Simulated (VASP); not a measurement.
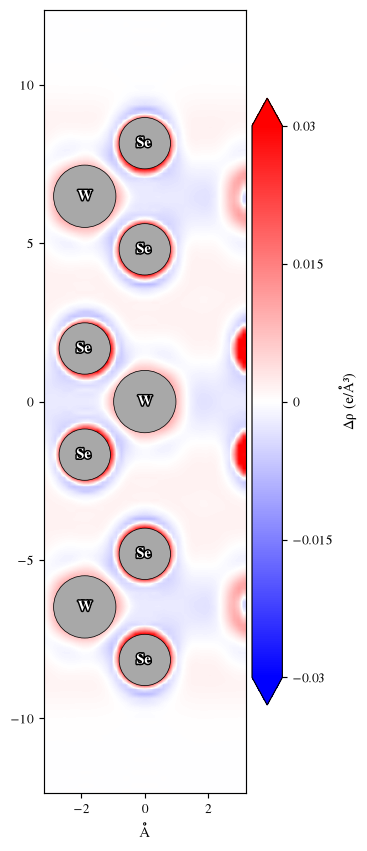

WSe2. Difference of the valence pseudo-densities of two functionals at the same geometry, on the (110) plane of the calculation cell, a cut from vacuum to vacuum: one of LDA and PBE less the other.

Both computed with VASP (plane waves, PAW), on the same k-point mesh. Grey discs cover the atomic cores.

```
CELL_PARAMETERS angstrom
3.28200 0.00000 0.00000
-1.64100 2.84230 0.00000
0.00000 0.00000 34.31000
ATOMIC_POSITIONS crystal
Se 0.66667 0.33333 0.26231
Se 0.66667 0.33333 0.35995
Se 0.33333 0.66667 0.45118
Se 0.33333 0.66667 0.54882
Se 0.66667 0.33333 0.64005
Se 0.66667 0.33333 0.73769
W 0.33333 0.66667 0.31113
W 0.66667 0.33333 0.50000
W 0.33333 0.66667 0.68887
```

**Which was subtracted from which, and what does the map show?**

It is LDA less PBE. Against PBE, LDA gives more density around W (+0.004 e/Å³ on average at 1.1 Å from the nucleus).
